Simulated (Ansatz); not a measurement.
**Zn25O23 (cell charge −1, with a compensating background) (cell with a defect): density, localisation and related maps**

The calculation's input:

```
crystal:
  lattice:
    - [-3.2793907958, 5.6800714764, 5.2932332175]
    - [-3.2793907959, -5.6800714763, 5.2932332175]
    - [6.5587815918, -1.0e-10, 5.2932332175]
  atoms:
    - { symbol: Zn, position: [0.2790833127, 0.612416646, 0.4457499794], spin: 0.2 }
    - { symbol: Zn, position: [0.6638480729, 0.4984775026, 0.3328004922] }
    - { symbol: Zn, position: [0.0068807896, 0.8356233798, 0.6705841913] }
    - { symbol: Zn, position: [0.1651441693, 0.4994671589, 0.8305147396] }
    - { symbol: Zn, position: [0.5022900465, 0.837250858, 0.1735474563] }
    - { symbol: Zn, position: [0.1661338256, -0.0028185937, 0.3318108359] }
    - { symbol: Zn, position: [0.5039175246, 0.340214123, 0.6689567131] }
    - { symbol: Zn, position: [0.8389997178, 0.6686237084, -0.0004068177] }
    - { symbol: Zn, position: [0.8329265157, 0.1723330511, 0.5019570417] }
    - { symbol: Zn, position: [0.335290375, 0.166259849, 0.0056663844] }
    - { symbol: Zn, position: [0.6688633365, 0.0021966698, 0.8355300031] }
    - { symbol: Zn, position: [0.0033424708, 0.3366758042, 0.1700091375] }
    - { symbol: Zn, position: [0.3353893358, 0.4903437222, 0.1521077534] }
    - { symbol: Zn, position: [0.6736727477, 0.3323217412, 0.005885506] }
    - { symbol: Zn, position: [-0.0145589132, 0.6687226691, 0.3236770555] }
    - { symbol: Zn, position: [0.1570103889, 0.3187744201, 0.5020560025] }
    - { symbol: Zn, position: [0.5109503677, 0.6542291964, 0.8684194405], spin: 0.2 }
    - { symbol: Zn, position: [0.1705129794, 0.8358765237, 0.001564088] }
    - { symbol: Zn, position: [0.5025431903, 0.1682307547, 0.3371796461] }
    - { symbol: Zn, position: [0.8348974214, 0.5038463127, 0.669209857] }
    - { symbol: Zn, position: [0.8392188393, 0.0070060811, 0.1656550746] }
    - { symbol: Zn, position: [0.3208958631, 0.0350861072, 0.6776170344], spin: 0.2 }
    - { symbol: Zn, position: [0.7017527738, 0.8442837011, 0.4875625298], spin: 0.2 }
    - { symbol: Zn, position: [-0.0010115921, 0.1725521727, 0.8403394144] }
    - { symbol: Zn, position: [0.4344381039, 0.7677714373, 0.6011047706], spin: 0.2 }
    - { symbol: O, position: [0.7893701195, 0.62459549, 0.4607530643] }
    - { symbol: O, position: [0.1268847619, 0.9653463427, 0.7968030846] }
    - { symbol: O, position: [0.2912621567, 0.627419731, 0.9560367861] }
    - { symbol: O, position: [0.6320130094, 0.9634697512, 0.2935514286] }
    - { symbol: O, position: [0.2940863976, 0.1227034528, 0.4579288233] }
    - { symbol: O, position: [0.6301364179, 0.4602180953, 0.7986796761] }
    - { symbol: O, position: [0.9613288871, 0.7992130517, 0.1225549395] }
    - { symbol: O, position: [0.9558882729, 0.2946622204, 0.6325463851] }
    - { symbol: O, position: [0.4658797184, 0.2892216062, 0.1279955538] }
    - { symbol: O, position: [0.7943089045, 0.1276422378, 0.9609755712] }
    - { symbol: O, position: [0.1345098614, 0.4678431947, 0.301176528] }
    - { symbol: O, position: [0.4593510175, 0.6230900776, 0.2827423698] }
    - { symbol: O, position: [0.797895172, 0.4635769262, 0.1292204757] }
    - { symbol: O, position: [0.1160757032, 0.7926843508, 0.456423411] }
    - { symbol: O, position: [0.2897567443, 0.4494090365, 0.6260176842] }
    - { symbol: O, position: [0.6309498492, 0.7975788116, 0.9663301697] }
    - { symbol: O, position: [0.2963175561, 0.9589921737, 0.1283352305] }
    - { symbol: O, position: [0.6256588403, 0.2950018971, 0.4629842228] }
    - { symbol: O, position: [0.9616685638, 0.6296508894, 0.792325507] }
    - { symbol: O, position: [0.962553809, 0.1312285054, 0.2969102595] }
    - { symbol: O, position: [0.4642454783, 0.1329968364, 0.7976165159] }
    - { symbol: O, position: [0.7996635031, 0.9642831826, 0.630912145] }
    - { symbol: O, position: [0.1302435929, 0.2958871423, 0.9645618387] }
  host:
    lattice:
      - [3.2793907959, 0.0, 0.0]
      - [-1.6396953979, 2.8400357382, 0.0]
      - [0.0, 0.0, 5.2932332175]
    atoms:
      - { symbol: Zn, position: [0.6666666667, 0.3333333333, 0.5006044103] }
      - { symbol: Zn, position: [0.3333333333, 0.6666666667, 0.0006044103] }
      - { symbol: O, position: [0.6666666667, 0.3333333333, 0.8797055897] }
      - { symbol: O, position: [0.3333333333, 0.6666666667, 0.3797055897] }
total_charge: -1
basis:
  ecutwfc: 420
  xc_grid: 2
kpoints:
  mp_grid: { grid: [2, 2, 2], shift: [0.5, 0.5, 0.5] }
hamiltonian:
  xc: pbe
scf:
  occupations: { method: gaussian, width: 0.01 }
output:
  forces: true
  stress: false
  eigenvalues: true
  populations: true
  charged_corrections:
    defect_position: [0.45990186, 0.7932352, 0.62656853]
    epsilon: [[10.5527, 0.0, 0.0], [0.0, 10.5527, 0.0], [0.0, 0.0, 11.5861]]
  write_density: true
  write_potential: true
  elf: true
  volumetric_format: npy
magnetization:
  spin_polarized: true
relax:
  adjacent_minimum: "off"
  f_tol: 0.025
  max_steps: 45
```

Command:

```sh
ansatz run input.yaml --threads 4 --pin off --max-ram 10240MiB --backend cpu --events-out ev --progress --plain --runs-dir out
```

The fields are those of the run's last geometry, not of the input's.

Spin-polarised.

These are results of DFT PBE, scalar-relativistic, plane waves, PAW in Ansatz, not measurements.

The density is the valence pseudo-density of a PAW calculation; it isn't the true density close to the nuclei.

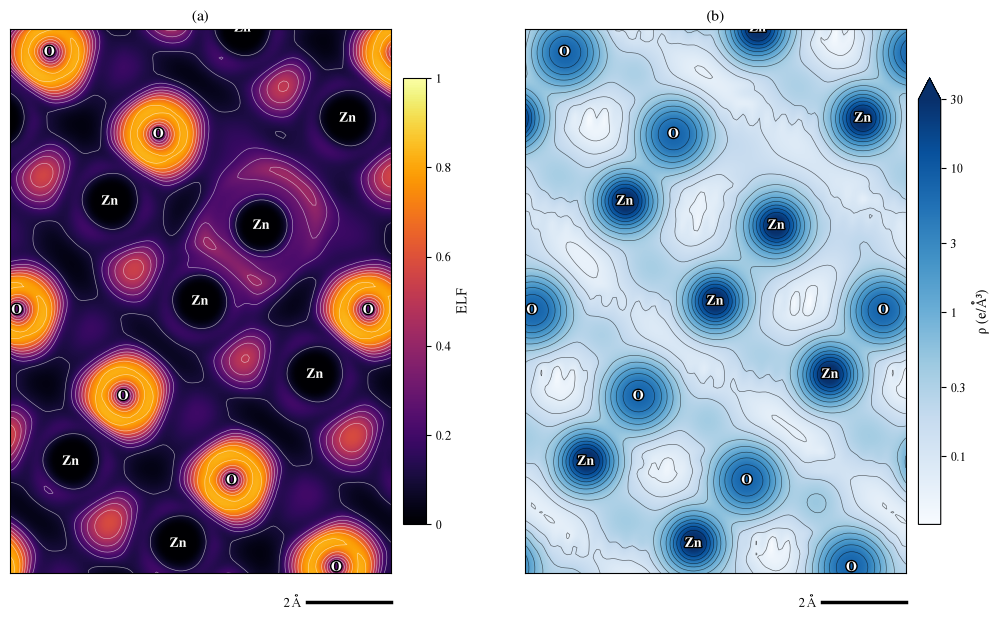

Figure 1. (a) electron localisation function; (b) valence pseudo-density on the (11̄0) plane of the calculation cell.

> Interpret the plot.

- Atoms in the plane: Zn and O.
- Atoms just off the plane (Zn, 0.9 Å away and O, 0.9 Å away) can leave unmarked features too.
- Zn–O (2.01 Å): ρ is about 0.55 e/Å³ halfway; the ELF peaks at about 0.85 in the valence shell of O, 0.6 Å from its nucleus, and is about 0.25 at the midpoint; no localised pair shows between them.
- Between the atoms the lowest density in this plane is 0.03 e/Å³.

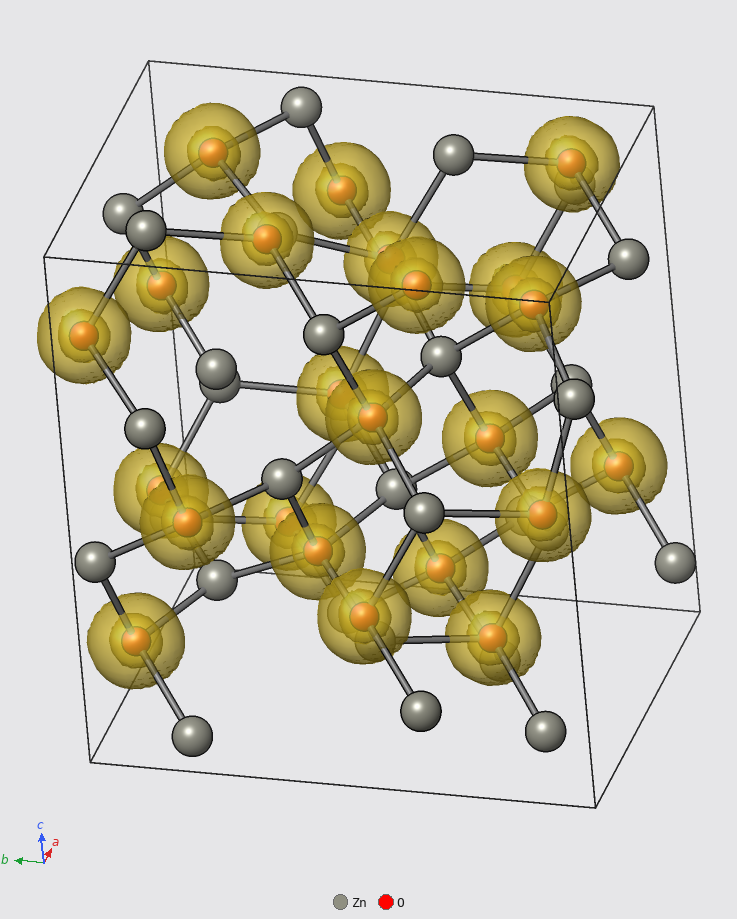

Figure 2. Isosurface of the ELF at 0.75 (yellow), seen at an oblique angle. Only the valence region is drawn (cores and ρ < 0.01 e/Å³ removed). Sticks mark near contacts.

> Identify the bonds, lone pairs and shells in this picture.

The surface consists of 23 regions wrapped around O (the valence shell of each), counted in one cell of 48 atoms. Any copies at cell faces, edges or corners count once. Along the contacts the grid gives the following. Zn–O (1.94 Å): the ELF peaks at about 0.80 in the valence shell of O, 0.6 Å from its nucleus, and is about 0.25 at the midpoint; no shared electron pair shows on this line. Zn–O (1.98 Å): the ELF peaks at about 0.85 in the valence shell of O, 0.6 Å from its nucleus, and is about 0.25 at the midpoint (no shared electron pair shows on this line).

> Does the calculation make it a metal, or give it a gap?

It is metallic or semimetallic at this level of theory: no gap opens.
